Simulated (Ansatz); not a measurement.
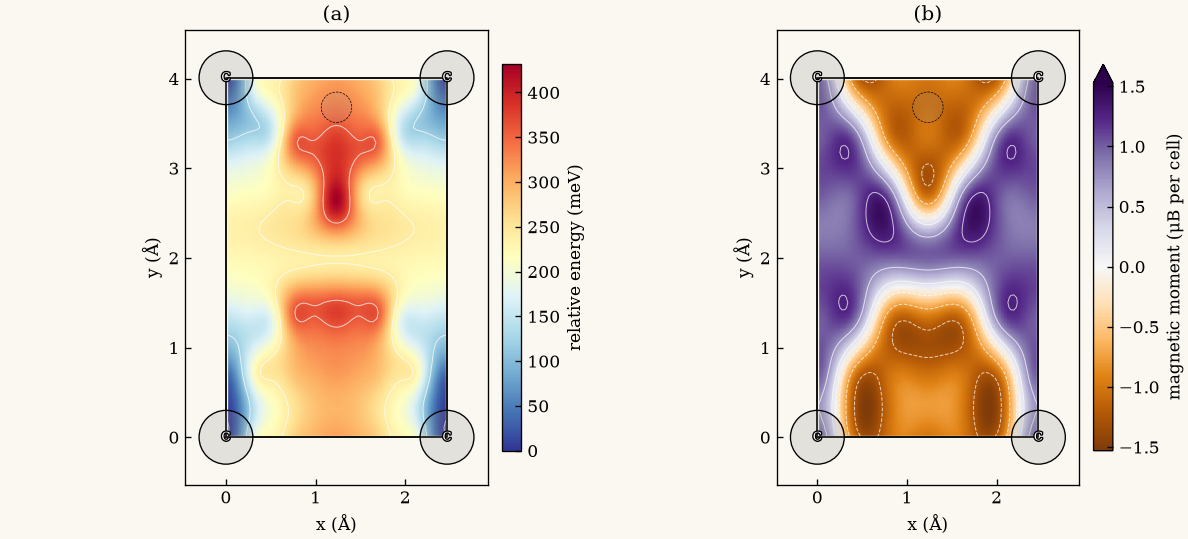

H on a C(011) slab cut from the Fmmm phase, its upper half relaxed before the scan (12 atoms of substrate and one adsorbate in a 2 × 1 cell). 
- H is moved over the surface cell at a fixed height above a rigid substrate; the origin of the map has the adsorbate above C11; the height is held at 2.50 Å.
- Places are given modulo a cell vector. The map is drawn in real space over the plane of the surface.
- Grid: 6 × 6 points; 24 points were computed and 12 follow by symmetry.
- Places are given in fractions of the 1 × 1 surface cell.
- Energies are in meV, from the lowest grid point.
- At a fixed height the lowest place need not be the adsorption site.
- Computed with DFT PBE+D3(BJ), scalar-relativistic, plane waves, PAW (Ansatz). Settings: cutoff 420 eV, k-mesh 6×7×1, gaussian smearing 0.05 eV, spin-polarised.

Panel (a) is the energy; panel (b) is the computed magnetic moment, in μB per cell.

The picture shows a smooth colour map with a few white contour lines, labelled circles for the atoms of the top layer and small ones for the second layer, the outline of one cell of the plane. Between grid points the surface is interpolated.

Q: How does the magnetic moment vary over the map, and what is it at the lowest grid point?

A: It runs from −1.00 μB per cell at (1/6, 0/6) of the cell vectors [nearest 1 C at 2.53 Å] to 1.00 μB per cell at the top site over a surface C atom, (0/6, 0/6) of the cell vectors. At the lowest grid point, the top site over a surface C atom, (0/6, 0/6) of the cell vectors, it is 1.00 μB per cell.

```csv
"second ↓, first →",0/6,1/6,2/6,3/6,4/6,5/6
5/6,1.00,1.00,−1.00,−1.00,−1.00,1.00
4/6,1.00,1.00,1.00,−1.00,1.00,1.00
3/6,1.00,1.00,1.00,1.00,1.00,1.00
2/6,1.00,1.00,−1.00,−1.00,−1.00,1.00
1/6,1.00,−1.00,−1.00,−1.00,−1.00,−1.00
0/6,1.00,−1.00,−1.00,−1.00,−1.00,−1.00
```

PAW datasets: the set soft_1.
